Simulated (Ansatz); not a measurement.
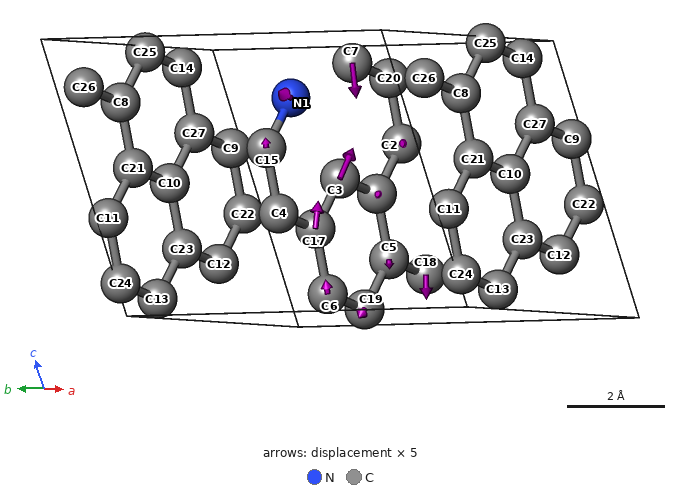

A relaxation of a defect cell of composition C26N. The starting structure is drawn; purple arrows show the displacements, magnified 5 times.

The picture is a ball-and-stick view of the cell of the calculation, reduced to other axes (origin shifted), seen from a free direction. Lengths and directions refer to the drawn axes.

Case: N on a C site beside a C vacancy, charge +0, atoms relaxed.

Computed with DFT PBE, scalar-relativistic, plane waves, PAW (Ansatz 0.2.0).

Input file:
```yaml
crystal:
  lattice:
    - [4.933065567, -4.2721600996, 0.0]
    - [-6.1663319588, -2.1360800497, 0.0]
    - [0.0, 0.0, -8.4654494173]
  atoms:
    - { symbol: "N", position: [0.5714285714, 0.8571428571, 0.75] }
    - { symbol: C, position: [0.1428571429, 0.7142857143, 0.75] }
    - { symbol: C, position: [0.7142857143, 0.5714285714, 0.75] }
    - { symbol: C, position: [0.2857142857, 0.4285714286, 0.75] }
    - { symbol: C, position: [0.8571428571, 0.2857142857, 0.75] }
    - { symbol: C, position: [0.4285714286, 0.1428571429, 0.75] }
    - { symbol: C, position: [0.0, 0.0, 0.75] }
    - { symbol: C, position: [0.5714285714, 0.8571428571, 0.25] }
    - { symbol: C, position: [0.1428571429, 0.7142857143, 0.25] }
    - { symbol: C, position: [0.7142857143, 0.5714285714, 0.25] }
    - { symbol: C, position: [0.2857142857, 0.4285714286, 0.25] }
    - { symbol: C, position: [0.8571428571, 0.2857142857, 0.25] }
    - { symbol: C, position: [0.4285714286, 0.1428571429, 0.25] }
    - { symbol: C, position: [0.0, 0.0, 0.25] }
    - { symbol: C, position: [0.3333333333, 0.6666666667, 0.75] }
    - { symbol: C, position: [0.9047619048, 0.5238095238, 0.75] }
    - { symbol: C, position: [0.4761904762, 0.380952381, 0.75] }
    - { symbol: C, position: [0.0476190476, 0.2380952381, 0.75] }
    - { symbol: C, position: [0.619047619, 0.0952380952, 0.75] }
    - { symbol: C, position: [0.1904761905, 0.9523809524, 0.75] }
    - { symbol: C, position: [0.5238095238, 0.619047619, 0.25] }
    - { symbol: C, position: [0.0952380952, 0.4761904762, 0.25] }
    - { symbol: C, position: [0.6666666667, 0.3333333333, 0.25] }
    - { symbol: C, position: [0.2380952381, 0.1904761905, 0.25] }
    - { symbol: C, position: [0.8095238095, 0.0476190476, 0.25] }
    - { symbol: C, position: [0.380952381, 0.9047619048, 0.25] }
    - { symbol: C, position: [0.9523809524, 0.7619047619, 0.25] }
basis:
  ecutwfc: 420
  xc_grid: 2
kpoints:
  mp_grid: { grid: [4, 4, 3], shift: [0.0, 0.0, 0.0] }
hamiltonian:
  xc: pbe
scf:
  occupations: { method: gaussian, width: 0.1 }
output:
  forces: true
  stress: false
  eigenvalues: true
  write_density: true
  write_potential: true
  elf: true
  volumetric_format: npy
relax:
  adjacent_minimum: "off"
  f_tol: 0.02
  max_steps: 60
```

Command:
```bash
ansatz run input.yaml --threads 4 --pin off --max-ram 10240MiB --backend cpu --events-out ev --progress --plain --runs-dir out
```

**Atoms of which element are displaced furthest, and by how much?**

Carbon: up to 0.17 Å, against 0.10 Å for nitrogen.

**What did the optimiser do to the structure, and how much energy did it gain?**

The largest move is that of C3, 0.17 Å roughly along [1 0 1]. Largest moves by element: C 0.17 Å, N 0.10 Å. The cell stays as it was. Among the contacts that change: C4–C18 1.424 → 1.504 Å, N1–C15 1.424 → 1.349 Å, C3–C17 1.424 → 1.486 Å, C4–C15 1.424 → 1.480 Å. Among the angles between lasting bonds that change: C3–C17–C4 120.0° → 127.1°, C19–C6–C20 120.0° → 113.4°, C18–C7–C20 120.0° → 114.3°. Over 6 geometry steps the energy falls by 0.726 eV per cell of the calculation. The largest force component goes from 2.6 to 0.0069 eV/Å.

Limits of the set-up: the cell has an odd number of electrons but was run without spin polarisation; the periodic images lie only 6.5 Å apart, so the values are limited by the cell's size.
